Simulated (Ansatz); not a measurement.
## Field-gradient calculation, with input and output: HfC

HfC (2 atoms in the cell), computed with DFT, PBE, PAW with Ansatz's default frozen-core files, scalar-relativistic, no spin polarisation (Ansatz 0.2.0).

The structure derives from an entry of the Crystallography Open Database. It belongs to a series of runs on one base structure; here: equal xy, yz and zx shear strains of +2 %, PAW files. Figures and captions count atoms from 1; the log counts them from 0 in places.

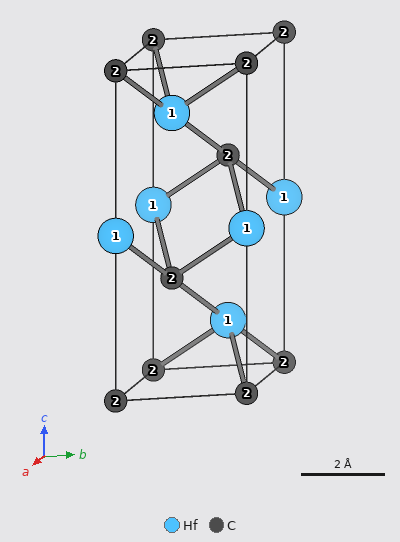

**Figure 1.** The input geometry (ball-and-stick view of the cell 3 times as large as that of the calculation, set on its symmetry axes, seen slightly off an axis; atoms are numbered from 1 in the order of the input).

### Key numbers

```csv
quantity,value
outcome,converged
space group (tolerance 0.01 Å),R-3m (166)
electrons treated,30
free energy,−15974.1263 eV
Fermi energy,20.128 eV
pressure,0.28 GPa
field gradient V_zz (10²¹ V/m²),"Hf −0.54, C −0.0384"
largest force (length of the vector),under 0.001 eV/Å
hardware,"1 thread of Intel Xeon (Sapphire Rapids), 64 GiB of memory available, shared host"
wall time,13 s
peak memory,0.52 GiB
```

### Notes

Warnings of the run: the field gradients leave out spin–orbit coupling. Spin–orbit coupling is left out, which matters for Hf.

### The input
```yaml
crystal:
  lattice:
    - [0.0465, 2.34825, 2.34825]
    - [2.34825, 0.0465, 2.34825]
    - [2.34825, 2.34825, 0.0465]
  atoms:
    - { symbol: Hf, position: [0.5, 0.5, 0.5] }
    - { symbol: C, position: [0.0, 0.0, 0.0] }
kpoints:
  mp_grid: { grid: [15, 15, 15] }
scf:
  occupations: { method: fermi_dirac, width: 0.05 }
hamiltonian:
  xc: pbe
  pseudopotentials: { kind: paw }
output:
  forces: true
  stress: true
  eigenvalues: true
  efg: { contact_densities: true }
  write_density: true
  write_potential: true
  elf: true
  volumetric_format: npy
```

Launch command:
```bash
ansatz run input.yaml --threads 1 --pin off --max-ram 3072MiB --backend cpu --events-out ev --progress --plain --runs-dir out
```

### What the program printed
```
Hf: output.efg is read without spin–orbit coupling, which moves field gradients at and beside such atoms by some per cent and up to a factor of two; PAW files take it under magnetization.noncollinear and magnetization.spin_orbit
Engine: ansatz 0.2.0, x86_64-unknown-linux-gnu
Pseudopotentials: kind: paw
Pseudopotential: Hf, paw, valence charge 26, recommended cutoff 420 eV (normal), Hf.paw.azcp
Pseudopotential: C, paw, valence charge 4, recommended cutoff 420 eV (normal), C.paw.azcp
Functional definition: PBE
  parameter kappa = 0.804
  parameter beta = 0.06672455060314922
  exchange = pbe_x(kappa = kappa, mu = beta*pi^2/3)
  correlation = pbe_c(beta = beta)
Crystal: 2 atoms, lattice volume = 25.129 Å³
Basis set: ecut = 420 eV, 531 PW (Γ), exchange–correlation on 48×48×48 points (8 copies of the dense FFT grid, shifted against one another)
Bands: 19, of which v1, the nominal top of the filled ones, is band 15 counted from 1 (14 counted from 0)
Symmetry: 12 space group operations
Space group: R-3m (ITA 166), of the structure as read, at distance tolerance 2.9e-5 Å
k-points: 344 of 3375
Non-local potential: Hf, projectors of the file, l = 0: 3, l = 1: 2, l = 2: 2, l = 3: 3
Non-local potential: C, projectors of the file, l = 0: 2, l = 1: 2, l = 2: 1
PAW form: soft (Blöchl's): semilocal exchange-correlation on the pseudo side does not see the compensation charge
PAW one-centre angular grid: Hf, 590 points (default); XC on 64 Gauss nodes
PAW one-centre angular grid: C, 110 points (default); XC on 64 Gauss nodes
Initial density: superposition of atomic densities (neutral atoms: chi_scale 0, normalization atom), corrected by the library's trained network
Initial wavefunctions: pseudopotential atomic-orbital guess
Functional: x = pbe(κ = 0.804, μ = 0.2195149727645171), c = pbe(β = 0.06672455060314922)
SCF iter   1: F=—  HF=-15974.126523 eV  |F-HF|=—  |Δ(HF+E_count)|=         —  Δρ=1.74e-3  dr2=6.96e-4  ethr=1.77e-3  ⟨swp⟩=5.0  Hψ=26874  notcnv=0
preconditioner: auto → Kerker (q_TF=auto, 2.810 Å⁻¹)  [metal: Δε(μ)=0.016 eV  Ē_g=18.150 eV  σ=0.050 eV  W_gap=0.08  n_scr=14 (ndim 8)  ℏωp=39.2 eV  f_vac=0.000  D(μ)=0.32/eV (n_scr^D=0)]
SCF iter   2: F=—  HF=-15974.126319 eV  |F-HF|=—  |Δ(HF+E_count)|=   2.04e-4  Δρ=8.81e-4  dr2=1.18e-4  ethr=2.32e-6  ⟨swp⟩=2.2  Hψ=13516  notcnv=0
SCF iter   3: F=—  HF=-15974.126331 eV  |F-HF|=—  |Δ(HF+E_count)|=   1.19e-5  Δρ=3.54e-4  dr2=1.72e-5  ethr=3.94e-7  ⟨swp⟩=2.0  Hψ=10813  notcnv=0
SCF iter   4: F=—  HF=-15974.126326 eV  |F-HF|=—  |Δ(HF+E_count)|=   4.56e-6  Δρ=1.56e-4  dr2=4.50e-6  ethr=5.72e-8  ⟨swp⟩=2.6  Hψ=12797  notcnv=0
SCF iter   5: F=—  HF=-15974.126325 eV  |F-HF|=—  |Δ(HF+E_count)|=   1.14e-6  Δρ=4.41e-5  dr2=3.07e-7  ethr=1.50e-8  ⟨swp⟩=2.1  Hψ=11356  notcnv=0
SCF iter   6: F=—  HF=-15974.126325 eV  |F-HF|=—  |Δ(HF+E_count)|=   6.70e-8  Δρ=8.87e-6  dr2=1.33e-8  ethr=3.33e-10  ⟨swp⟩=10.8  Hψ=53872  notcnv=0
SCF iter   7: F=-15974.126325 eV  HF=-15974.126325 eV  |F-HF|=8.31e-9  |Δ(HF+E_count)|=   2.28e-8  Δρ=2.99e-6  dr2=1.59e-9  ethr=4.44e-11  ⟨swp⟩=9.0  Hψ=44261  notcnv=0
SCF 1 converged in 7 iterations: F = -15974.126325 eV  dr2 = 1.59e-9
  greatest PAW one-centre occupation: 0.998 electrons in one spin orbital (limit 2), on the Hf atom at site 0 (counted from 0), in its partial waves of l = 0
```

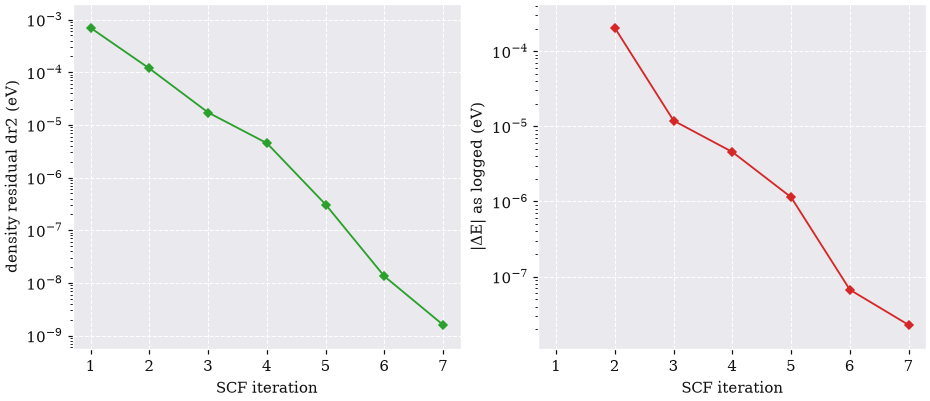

**Figure 2.** Convergence of the self-consistent field: density residual dr2 and size of the energy change against the SCF iteration. The residual falls at every step.

```
SCF converged after 7 iterations
Free energy (F): -15974.126325 eV
Harris-Foulkes:  -15974.126325 eV  (|F-HF|=8.31e-9)
Internal energy: -15974.123713 eV  (E = F + TS)
E sigma→0 (E₀):  -15974.125019 eV
Entropy (-TS):   -0.002611 eV (-1.306 meV/atom)
Fermi energy:    20.128039 eV
--- Per-component energies (eV) ---
  E_band       = 111.929613
  E_kinetic    = 511.427614
  E_local      = -4986.798610  (includes V_loc(G=0)·N_el)
  E_nonlocal   = -1216.948977
  E_hartree    = 2357.509521
  E_xc         = -348.960277
  E_vxc        = -327.005673  (∫ρ·V_xc dr)
  E_paw        = -7026.701881  (= ΣΔE_a)
  E_vpaw       = 1416.236571  (= ΣTr[D̂ρ^β])
  E_aug_tail   = 0.000005  (compensation charges beyond the density's cutoff)
  E_ewald      = -5263.651109
  E_smearing   = -0.002611  (= −TS)
  E_closure    = -0.000000  (closes the sum)
  Σ components = -15974.126325   (vs F -15974.126325, Δ=0.00e0)
--- Forces (eV/Å), atoms counted from 1 ---
  atom   1  Hf     0.00000000     0.00000000     0.00000000
  atom   2  C     -0.00000000     0.00000000     0.00000000
  max |Σ_I F_I| component: 3.68e-29 eV/Å
--- Stress (GPa, compression-positive) ---
        0.278281      -3.466104      -3.466104
       -3.466104       0.278281      -3.466104
       -3.466104      -3.466104       0.278281
  P = ⅓ Tr σ = 0.2783 GPa (2.783 kbar)
--- PAW observables at the nuclei: V_zz in 10²¹ V/m², potentials from the cell's mean, atoms counted from 1 ---
  atom   1  Hf V_zz =    -0.544446   η = 0.0000   by run symmetry: allowed
            electrostatic potential = -14184.637032 V   contact ρ = 7528570.871199 e/Å³
  atom   2  C  V_zz =    -0.038439   η = 0.0000   by run symmetry: allowed
            electrostatic potential = -427.571108 V   contact ρ = 869.120147 e/Å³
--- Band table (eV; the first three rows and the last of 344) ---
  k-point 0: bands = ["-40.9932", "-9.4632", "-9.4390", "-9.4390", "7.8027", "9.0420", "9.0505", "9.0551", "9.0551", "9.1334", "9.1338", "9.1338", "21.0425", "21.2065", "21.2481", "21.2481", "21.6292", "21.6292", "23.5130"]
  k-point 1: bands = ["-40.9913", "-9.4766", "-9.4603", "-9.4426", "7.9124", "9.0442", "9.0528", "9.0576", "9.0576", "9.1308", "9.1314", "9.1339", "20.4041", "20.4626", "20.6945", "21.5201", "21.8378", "22.1133", "24.0723"]
  k-point 2: bands = ["-40.9862", "-9.5632", "-9.4708", "-9.4529", "8.2249", "9.0498", "9.0603", "9.0650", "9.0712", "9.1235", "9.1247", "9.1342", "19.2729", "19.5806", "19.8288", "21.8951", "22.2109", "22.5118", "25.2476"]
  k-point 343: bands = ["-40.9568", "-10.0892", "-9.5199", "-9.5011", "8.9544", "9.0800", "9.0818", "9.0862", "9.1212", "9.1226", "9.1326", "11.4960", "14.0520", "17.3249", "17.3480", "24.9588", "25.2127", "25.6264", "27.4049"]
```

### File rho_z.tsv
```
# z_ang	rho[e/angstrom^3]
# format = ansatz-planar-average/11
# lattice	0.046500000	2.348250000	2.348250000
# lattice	2.348250000	0.046500000	2.348250000
# lattice	2.348250000	2.348250000	0.046500000
# sites	2
# site	72	2.371500000	2.371500000	2.371500000
# site	6	0.000000000	0.000000000	0.000000000
0.000000	4.904897e-1
0.138386	4.874717e-1
0.276771	4.798580e-1
0.415157	4.746813e-1
0.553542	4.896600e-1
0.691928	5.552392e-1
0.830313	7.101249e-1
0.968699	9.881650e-1
1.107084	1.396868e0
1.245470	1.895921e0
1.383855	2.391928e0
1.522241	2.761656e0
1.660626	2.898901e0
1.799012	2.761656e0
1.937397	2.391928e0
2.075783	1.895921e0
2.214168	1.396868e0
2.352554	9.881650e-1
2.490939	7.101249e-1
2.629325	5.552392e-1
2.767710	4.896600e-1
2.906096	4.746813e-1
3.044481	4.798580e-1
3.182867	4.874717e-1
```

### File v_z.tsv
```
# z_ang	v_es[eV]	v_tot[eV]
# format = ansatz-planar-average/11
# xc	pbe
# density_cutoff_ev	1680
# datasets	Hf=:simpson_from_first_knot:soft	C=:simpson_from_first_knot:soft
# lattice	0.046500000	2.348250000	2.348250000
# lattice	2.348250000	0.046500000	2.348250000
# lattice	2.348250000	2.348250000	0.046500000
# sites	2
# site	72	2.371500000	2.371500000	2.371500000
# site	6	0.000000000	0.000000000	0.000000000
0.000000	1.245870e1	5.716622e-1
0.138386	1.268184e1	8.361642e-1
0.276771	1.322863e1	1.454749e0
0.415157	1.382417e1	2.071381e0
0.553542	1.413536e1	2.319341e0
0.691928	1.388976e1	1.923096e0
0.830313	1.299753e1	8.071426e-1
0.968699	1.167999e1	-8.025043e-1
1.107084	1.036478e1	-2.498915e0
1.245470	9.300081e0	-4.010827e0
1.383855	8.557318e0	-5.173124e0
1.522241	8.129430e0	-5.896067e0
1.660626	7.990836e0	-6.141296e0
1.799012	8.129430e0	-5.896067e0
1.937397	8.557318e0	-5.173124e0
2.075783	9.300081e0	-4.010827e0
2.214168	1.036478e1	-2.498915e0
2.352554	1.167999e1	-8.025043e-1
2.490939	1.299753e1	8.071426e-1
2.629325	1.388976e1	1.923096e0
2.767710	1.413536e1	2.319341e0
2.906096	1.382417e1	2.071381e0
3.044481	1.322863e1	1.454749e0
3.182867	1.268184e1	8.361642e-1
```

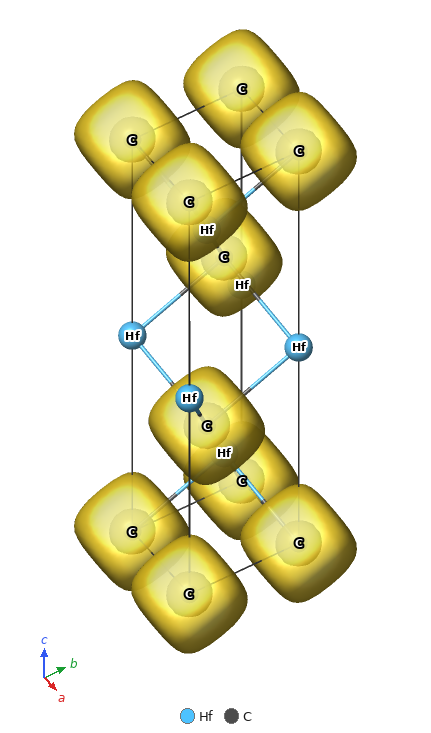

**Figure 3.** Isosurface of the ELF at 0.6 (yellow), seen at an oblique angle. Only the valence region is drawn (cores and ρ < 0.01 e/Å³ removed). Sticks mark near contacts. The outline is the cell set on symmetry axes. Profiles from the grid: Hf–C (2.33 Å): the ELF is about 0.25 at the midpoint; no shared pair; the contact is polar. Core electrons are frozen (PAW), so the fields are smoothed inside the atomic spheres.

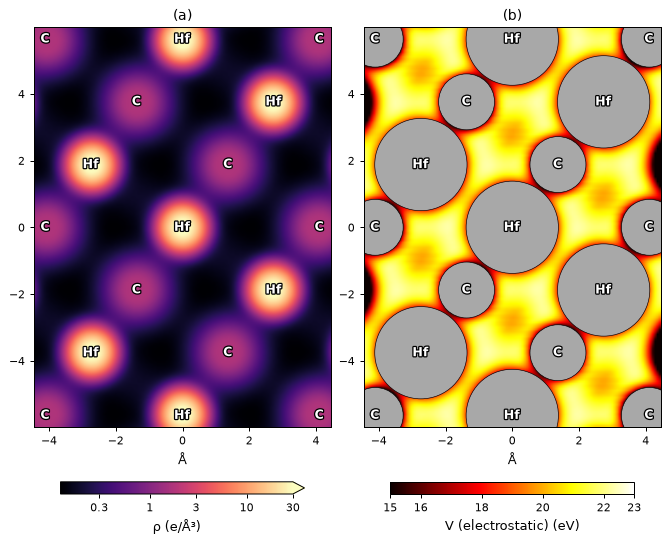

**Figure 4.** (a) valence electron density; (b) electrostatic potential (local pseudopotential plus Hartree) felt by an electron on the (110) plane of the conventional cell. Grey discs, where drawn, cover atomic cores. The section cuts through Hf and C sites. Hf–C (2.33 Å): ρ is about 0.49 e/Å³ halfway. Away from the nuclei the density in this plane falls to 0.12 e/Å³ at its lowest. Outside the cores the potential energy rises away from the atoms and is highest about 2.0 Å from the nearest atoms; outside the discs it spans about 7 eV, and its zero is arbitrary.
